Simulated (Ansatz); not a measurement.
**Geometry relaxation of Si (part 2 of 2)**

The same run, continued: Si (6 atoms in the cell); DFT PBE, scalar-relativistic, plane waves, PAW, no spin polarisation (Ansatz 0.2.0); cutoff 420 eV, 8×6×10 k-mesh, Gaussian smearing of 0.1 eV. The structure was made by a generator, so it may or may not be a known phase.

Geometry of the input (Å; fractional positions):
```
4.9757  0.0000  0.0000
0.0000  5.9625  0.0000
0.0000  0.0000  3.5863
Si 0.5000  0.0000  0.0000
Si 0.0000  0.5000  0.5000
Si 0.3109  0.6230  0.0000
Si 0.6891  0.3770  0.0000
Si 0.8109  0.8770  0.5000
Si 0.1891  0.1230  0.5000
```

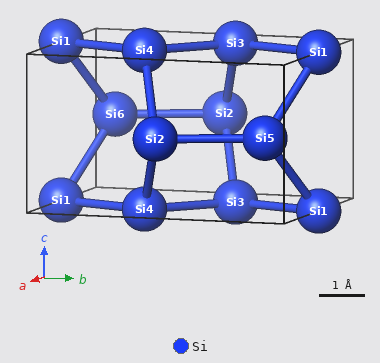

Fig. 1: The geometry at step 3 of the log (ball-and-stick view of the cell of the calculation, seen slightly off an axis; atoms are numbered from 1 in the order of the input).

**Output, continued**
```
SCF iter   1: F=—  HF=-3812.502976 eV  |F-HF|=—  |Δ(HF+E_count)|=         —  Δρ=3.88e-4  dr2=1.02e-4  ethr=4.05e-7  ⟨swp⟩=2.7  Hψ=14254  notcnv=0
preconditioner: auto → Kerker (q_TF=auto, 2.128 Å⁻¹)  [metal: Δε(μ)=0.023 eV  Ē_g=7.505 eV  σ=0.100 eV  W_gap=0.13  n_scr=16 (ndim 8)  ℏωp=17.6 eV  f_vac=0.000  D(μ)=2.29/eV (n_scr^D=10)]
SCF iter   2: F=—  HF=-3812.502977 eV  |F-HF|=—  |Δ(HF+E_count)|=   1.69e-6  Δρ=2.35e-4  dr2=3.83e-5  ethr=4.05e-7  ⟨swp⟩=1.0  Hψ=2160  notcnv=0
SCF iter   3: F=—  HF=-3812.503191 eV  |F-HF|=—  |Δ(HF+E_count)|=   2.14e-4  Δρ=1.28e-5  dr2=1.57e-7  ethr=1.59e-7  ⟨swp⟩=1.0  Hψ=2160  notcnv=0
SCF iter   4: F=-3812.503191 eV  HF=-3812.503191 eV  |F-HF|=5.81e-9  |Δ(HF+E_count)|=   3.32e-8  Δρ=3.58e-6  dr2=1.42e-8  ethr=3.25e-10  ⟨swp⟩=5.2  Hψ=9108  notcnv=0
SCF 5 converged in 4 iterations: F = -3812.503191 eV  dr2 = 1.42e-8
relax step   5: F+E_penalty+E_count = -3812.50319119 eV  Δ(F+E_penalty+E_count) = -8.173e-4 eV  max|allowed force component| = 4.024e-3 eV/Å  Δτ_max = 0.0069 Å  P = -0.036 GPa  Ω = 106.594 Å³  energy of the carried Pulay correction = -2.647e-5 eV  (4 SCF iters, dr2 threshold 7.80e-8 eV, accepted)
Crystal: 6 atoms, lattice volume = 106.530 Å³
Basis set: ecut = 420 eV, 2065 PW (Γ), exchange–correlation on 72×80×48 points (8 copies of the dense FFT grid, shifted against one another)
iter 1 solved again at ethr=2.00e-8 eV; its pass at ethr=3.10e-3 eV (dr2=4.80e-6 eV) is discarded
SCF iter   1: F=—  HF=-3812.503006 eV  |F-HF|=—  |Δ(HF+E_count)|=         —  Δρ=7.61e-5  dr2=5.57e-6  ethr=2.00e-8  ⟨swp⟩=2.6  Hψ=13806  notcnv=0
preconditioner: auto → Kerker (q_TF=auto, 2.128 Å⁻¹)  [metal: Δε(μ)=0.021 eV  Ē_g=7.508 eV  σ=0.100 eV  W_gap=0.12  n_scr=16 (ndim 8)  ℏωp=17.6 eV  f_vac=0.000  D(μ)=2.28/eV (n_scr^D=10)]
SCF iter   2: F=—  HF=-3812.503219 eV  |F-HF|=—  |Δ(HF+E_count)|=   2.13e-4  Δρ=4.65e-5  dr2=1.94e-6  ethr=2.00e-8  ⟨swp⟩=1.6  Hψ=2686  notcnv=0
SCF iter   3: F=-3812.503219 eV  HF=-3812.503219 eV  |F-HF|=3.55e-9  |Δ(HF+E_count)|=   1.06e-7  Δρ=3.80e-6  dr2=1.40e-8  ethr=7.39e-11  ⟨swp⟩=4.0  Hψ=9510  notcnv=0
SCF 6 converged in 3 iterations: F = -3812.503219 eV  dr2 = 1.40e-8
relax step   6: F+E_penalty+E_count = -3812.50321916 eV  Δ(F+E_penalty+E_count) = -2.798e-5 eV  max|allowed force component| = 1.824e-3 eV/Å  Δτ_max = 0.0005 Å  P = +0.023 GPa  Ω = 106.530 Å³  energy of the carried Pulay correction = -1.787e-5 eV  (3 SCF iters, dr2 threshold 1.77e-8 eV, accepted)
Basis set: ecut = 420 eV, 2065 PW (Γ), exchange–correlation on 72×90×50 points (8 copies of the dense FFT grid, shifted against one another)
Initial wavefunctions: pseudopotential atomic-orbital guess (no wavefunctions were taken with the density)
iter 1 solved again at ethr=4.73e-8 eV; its pass at ethr=3.10e-3 eV (dr2=1.13e-5 eV) is discarded
SCF iter   1: F=—  HF=-3812.503284 eV  |F-HF|=—  |Δ(HF+E_count)|=         —  Δρ=1.66e-5  dr2=3.67e-8  ethr=4.73e-8  ⟨swp⟩=3.1  Hψ=19481  notcnv=0
SCF iter   2: F=—  HF=-3812.503299 eV  |F-HF|=—  |Δ(HF+E_count)|=   1.53e-5  Δρ=8.85e-6  dr2=1.25e-8  ethr=1.53e-10  ⟨swp⟩=2.0  Hψ=3607  notcnv=0
SCF iter   3: F=—  HF=-3812.503299 eV  |F-HF|=—  |Δ(HF+E_count)|=   1.47e-7  Δρ=6.69e-7  dr2=3.93e-10  ethr=5.21e-11  ⟨swp⟩=2.0  Hψ=3603  notcnv=0
SCF iter   4: F=—  HF=-3812.503299 eV  |F-HF|=—  |Δ(HF+E_count)|=  2.77e-10  Δρ=2.95e-7  dr2=7.54e-11  ethr=1.00e-12  ⟨swp⟩=5.2  Hψ=9076  notcnv=0
SCF iter   5: F=-3812.503299 eV  HF=-3812.503299 eV  |F-HF|=9.09e-13  |Δ(HF+E_count)|=  8.91e-11  Δρ=4.02e-8  dr2=7.43e-13  ethr=1.00e-12  ⟨swp⟩=4.0  Hψ=6980  notcnv=0
SCF 7 converged in 5 iterations: F = -3812.503299 eV  dr2 = 7.43e-13
relax step   7: F+E_penalty+E_count = -3812.50329937 eV  Δ(F+E_penalty+E_count) = -8.020e-5 eV  max|allowed force component| = 1.802e-3 eV/Å  Δτ_max = 0.0000 Å  P = +0.024 GPa  Ω = 106.530 Å³  stress off target by 3.06e-2 GPa  SCF on the basis re-selected at this cell (its energy is not comparable with the rows above)  (5 SCF iters)
basis re-selected at this cell: Δ(F+E_penalty+E_count) = -8.020e-5 eV, ΔP = +0.001 GPa vs the last step (what re-selecting the basis moved, of the pressure what is left beyond the Pulay correction that the steps carried, after the strain that the cell walked since its last selection, with what the two solves' SCF thresholds leave and, on support functions, any second-order correction that the steps lacked; it is no measure of the basis error at this ecutwfc). The dense FFT grid was sized anew with the basis: this SCF ran on 36×45×25 points, the steps before it on 36×40×24, so part of this shift can come from that change (see relax.cell in the input reference). This SCF's stress stands 3.06e-2 GPa from its target on what of the cell is left free (relax.cell.stress_tol is 5.00e-2 GPa) and its largest allowed force component is 1.80e-3 eV/Å (relax.f_tol is 1.00e-2 eV/Å): within both
SCF converged after 5 iterations
Free energy (F): -3812.503299 eV
Harris-Foulkes:  -3812.503299 eV  (|F-HF|=9.09e-13)
Internal energy: -3812.491886 eV  (E = F + TS)
E sigma→0 (E₀):  -3812.497592 eV
Entropy (-TS):   -0.011414 eV (-1.902 meV/atom)
Fermi energy:    7.692494 eV
--- Per-component energies (eV) ---
  E_band       = 60.672205
  E_kinetic    = 239.770735
  E_local      = -85.493959  (includes V_loc(G=0)·N_el)
  E_nonlocal   = 154.624074
  E_hartree    = 22.717970
  E_xc         = -331.394378
  E_vxc        = -280.754952  (∫ρ·V_xc dr)
  E_paw        = -3074.597991  (= ΣΔE_a)
  E_vpaw       = -12.909674  (= ΣTr[D̂ρ^β])
  E_aug_tail   = 0.000041  (compensation charges beyond the density's cutoff)
  E_ewald      = -738.118377
  E_smearing   = -0.011414  (= −TS)
  E_closure    = 0.000000  (closes the sum)
  Σ components = -3812.503299   (vs F -3812.503299, Δ=0.00e0)
--- Forces (eV/Å), atoms counted from 1 ---
  atom   1  Si     0.00000000     0.00000000     0.00000000
  atom   2  Si    -0.00000000    -0.00000000     0.00000000
  atom   3  Si    -0.00180165     0.00109029    -0.00000000
  atom   4  Si     0.00180165    -0.00109029     0.00000000
  atom   5  Si    -0.00180165    -0.00109029    -0.00000000
  atom   6  Si     0.00180165     0.00109029     0.00000000
  max |Σ_I F_I| component: 1.39e-17 eV/Å
--- Stress (GPa, compression-positive) ---
        0.030573       0.000000      -0.000000
        0.000000       0.026220      -0.000000
       -0.000000      -0.000000       0.014786
  P = ⅓ Tr σ = 0.0239 GPa (0.239 kbar)
--- Band table (eV; the first three rows and the last of 120) ---
  k-point 0: bands = ["-5.0245", "-2.0902", "-0.4846", "0.7742", "0.8083", "3.9339", "4.0867", "4.7034", "5.2055", "5.3389", "7.3937", "8.6648", "8.9268", "9.6074", "10.2718", "11.3680", "11.4913", "11.8637"]
  k-point 1: bands = ["-4.9185", "-1.9831", "-0.3867", "0.7543", "0.8694", "3.9218", "4.1849", "4.2547", "4.7030", "5.8466", "6.4827", "8.8300", "9.1064", "9.2794", "9.8026", "10.7784", "11.5821", "12.1066"]
  k-point 2: bands = ["-4.6019", "-1.6629", "-0.0963", "0.4361", "1.1455", "3.3757", "3.6922", "4.4758", "4.6149", "5.3403", "6.2446", "7.7402", "7.7479", "9.2322", "9.6804", "10.9898", "11.6959", "11.8200"]
  k-point 119: bands = ["-1.0904", "-1.0904", "-0.6461", "-0.6461", "0.3289", "0.3289", "2.4171", "2.4171", "5.9040", "5.9040", "7.4016", "7.4016", "8.1737", "8.1737", "9.7109", "9.7109", "11.5907", "11.5907"]
--- Relaxed structure (6 steps of the walk, 6 accepted, 1 SCFs on fresh bases) ---
  F+E_penalty+E_count = -3812.50329937 eV   max|allowed force component| = 1.802e-3 eV/Å   (the final SCF, on the basis selected at the relaxed cell)
  cell:  # Å, volume = 106.5298 Å³
    - [4.880423772347154, 1.5470816631440077e-32, 1.9414358125728726e-32]
    - [1.853909767965897e-32, 6.065354679262735, 6.863338224192301e-18]
    - [1.39930932700339e-32, 4.1281050427640375e-18, 3.5987971415354374]
  atoms:
    - { symbol: Si, position: [0.49999999999999994, 1.0607119794463238e-20, 1.297813554675577e-34] }
    - { symbol: Si, position: [-1.162130131650148e-19, 0.5, 0.5] }
    - { symbol: Si, position: [0.30857387141169457, 0.6245365987152869, 1.406148873969966e-19] }
    - { symbol: Si, position: [0.6914261285883053, 0.375463401284713, -1.406148873969968e-19] }
    - { symbol: Si, position: [0.8085738714116948, 0.875463401284713, 0.5] }
    - { symbol: Si, position: [0.19142612858830532, 0.12453659871528697, 0.5] }
```

**Trajectory as extended XYZ (Å, eV, eV/Å), 7 frames, from step=1 to step=7**
```
6
Lattice="4.9757 0.0000 0.0000 0.0000 5.9625 0.0000 0.0000 0.0000 3.5863" Properties=species:S:1:pos:R:3:forces:R:3 step=1 energy=-3812.48803 pressure_GPa=0.17
Si    2.4878    0.0000    0.0000    0.0000   0.0000   0.0000
Si    0.0000    2.9813    1.7931    0.0000   0.0000   0.0000
Si    1.5469    3.7147    0.0000   -0.1474  -0.0150   0.0000
Si    3.4288    2.2478    0.0000    0.1474   0.0150   0.0000
Si    4.0348    5.2290    1.7931   -0.1474   0.0150   0.0000
Si    0.9409    0.7335    1.7931    0.1474  -0.0150   0.0000
6
Lattice="4.9321 0.0000 0.0000 0.0000 6.0075 0.0000 0.0000 0.0000 3.5928" Properties=species:S:1:pos:R:3:forces:R:3 step=2 energy=-3812.49827 pressure_GPa=0.10
Si    2.4661    0.0000    0.0000    0.0000   0.0000   0.0000
Si    0.0000    3.0037    1.7964    0.0000   0.0000   0.0000
Si    1.5281    3.7479    0.0000   -0.0786  -0.0178   0.0000
Si    3.4040    2.2595    0.0000    0.0786   0.0178   0.0000
Si    3.9942    5.2633    1.7964   -0.0786   0.0178   0.0000
Si    0.9379    0.7442    1.7964    0.0786  -0.0178   0.0000
6
Lattice="4.8570 0.0000 0.0000 0.0000 6.1002 0.0000 0.0000 0.0000 3.5926" Properties=species:S:1:pos:R:3:forces:R:3 step=3 energy=-3812.50163 pressure_GPa=0.01
Si    2.4285    0.0000    0.0000    0.0000   0.0000   0.0000
Si    0.0000    3.0501    1.7963    0.0000   0.0000   0.0000
Si    1.5036    3.8153    0.0000   -0.0260   0.0007   0.0000
Si    3.3534    2.2849    0.0000    0.0260  -0.0007   0.0000
Si    3.9321    5.3349    1.7963   -0.0260  -0.0007   0.0000
Si    0.9249    0.7652    1.7963    0.0260   0.0007   0.0000
6
Lattice="4.8740 0.0000 0.0000 0.0000 6.0591 0.0000 0.0000 0.0000 3.6117" Properties=species:S:1:pos:R:3:forces:R:3 step=4 energy=-3812.50237 pressure_GPa=0.01
Si    2.4370    0.0000    0.0000    0.0000   0.0000   0.0000
Si    0.0000    3.0295    1.8059    0.0000   0.0000   0.0000
Si    1.4977    3.7806    0.0000    0.0329   0.0176   0.0000
Si    3.3763    2.2785    0.0000   -0.0329  -0.0176   0.0000
Si    3.9347    5.3081    1.8059    0.0329  -0.0176   0.0000
Si    0.9393    0.7510    1.8059   -0.0329   0.0176   0.0000
6
Lattice="4.8860 0.0000 0.0000 0.0000 6.0635 0.0000 0.0000 0.0000 3.5979" Properties=species:S:1:pos:R:3:forces:R:3 step=5 energy=-3812.50319 pressure_GPa=-0.04
Si    2.4430    0.0000    0.0000    0.0000   0.0000   0.0000
Si    0.0000    3.0318    1.7990    0.0000   0.0000   0.0000
Si    1.5074    3.7866    0.0000    0.0040  -0.0035   0.0000
Si    3.3787    2.2769    0.0000   -0.0040   0.0035   0.0000
Si    3.9504    5.3087    1.7990    0.0040   0.0035   0.0000
Si    0.9356    0.7548    1.7990   -0.0040  -0.0035   0.0000
6
Lattice="4.8804 0.0000 0.0000 0.0000 6.0654 0.0000 0.0000 0.0000 3.5988" Properties=species:S:1:pos:R:3:forces:R:3 step=6 energy=-3812.50322 pressure_GPa=0.02
Si    2.4402    0.0000    0.0000    0.0000   0.0000   0.0000
Si    0.0000    3.0327    1.7994    0.0000   0.0000   0.0000
Si    1.5060    3.7880    0.0000   -0.0018   0.0011   0.0000
Si    3.3745    2.2773    0.0000    0.0018  -0.0011   0.0000
Si    3.9462    5.3100    1.7994   -0.0018  -0.0011   0.0000
Si    0.9342    0.7554    1.7994    0.0018   0.0011   0.0000
6
Lattice="4.8804 0.0000 0.0000 0.0000 6.0654 0.0000 0.0000 0.0000 3.5988" Properties=species:S:1:pos:R:3:forces:R:3 step=7 energy=-3812.50330 pressure_GPa=0.02
Si    2.4402    0.0000    0.0000    0.0000   0.0000   0.0000
Si    0.0000    3.0327    1.7994    0.0000   0.0000   0.0000
Si    1.5060    3.7880    0.0000   -0.0018   0.0011   0.0000
Si    3.3745    2.2773    0.0000    0.0018  -0.0011   0.0000
Si    3.9462    5.3100    1.7994   -0.0018  -0.0011   0.0000
Si    0.9342    0.7554    1.7994    0.0018   0.0011   0.0000
```

**Key numbers**

```csv
quantity,value
outcome,converged
space group (tolerance 0.01 Å),Pnnm (58)
electrons treated,24
free energy,−3812.5033 eV
Fermi energy,7.692 eV
gap on the k-point mesh,none (metallic)
pressure,0.02 GPa
final volume,106.53 Å³
largest force (length of the vector) at the end,0.002 eV/Å
final cell,"a = 4.880 Å, b = 6.065 Å, c = 3.599 Å, α = 90.00°, β = 90.00°, γ = 90.00°"
hardware,"1 thread of Intel Xeon @ 2.50GHz (Skylake/Cascade Lake), 189 GiB of memory available, shared host"
wall time,3.2 min
peak memory,0.51 GiB
```
